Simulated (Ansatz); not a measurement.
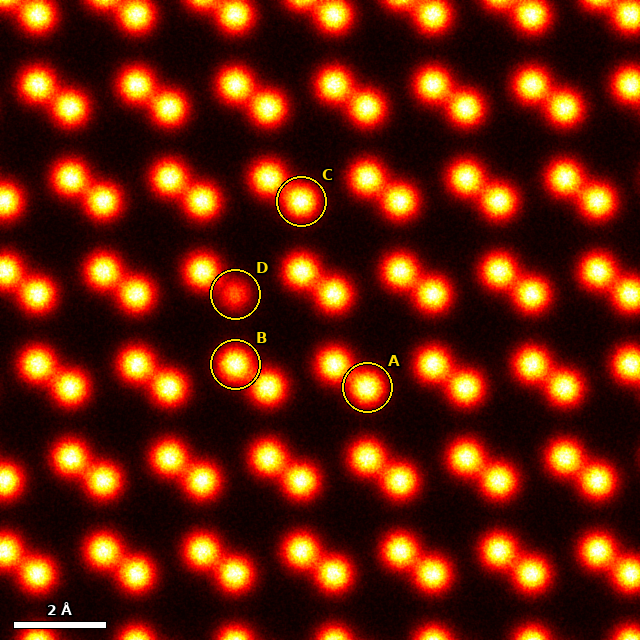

Z-contrast image of C (Fd-3m, No. 227) along [110]. Simulated incoherent Z contrast: every atom adds Z^1.8 spread by a probe of 0.60 Å full width; channelling and multiple scattering are left out. The probe carries 15 % of its weight in a tail 2.5 times as wide. Shot noise was added.

The sample is 2 repeats (5.0 Å) thick. One point defect was put into the perfect crystal, without relaxing the atoms around it. Brightness is counted from the darkest point of the image. Host structure: the geometry relaxed with Ansatz, DFT, LDA (PW92), plane waves (420 eV) with PAW, scalar-relativistic; the starting structure was generated, so it need not be a known form of this composition.

**Which ringed column holds the defect, and does it scatter more or less than its equals?**

D; it scatters less. The column holds 2 atoms (C) through the sample, and one C atom is missing, so its peak drops to about 50 % of that of its equals.
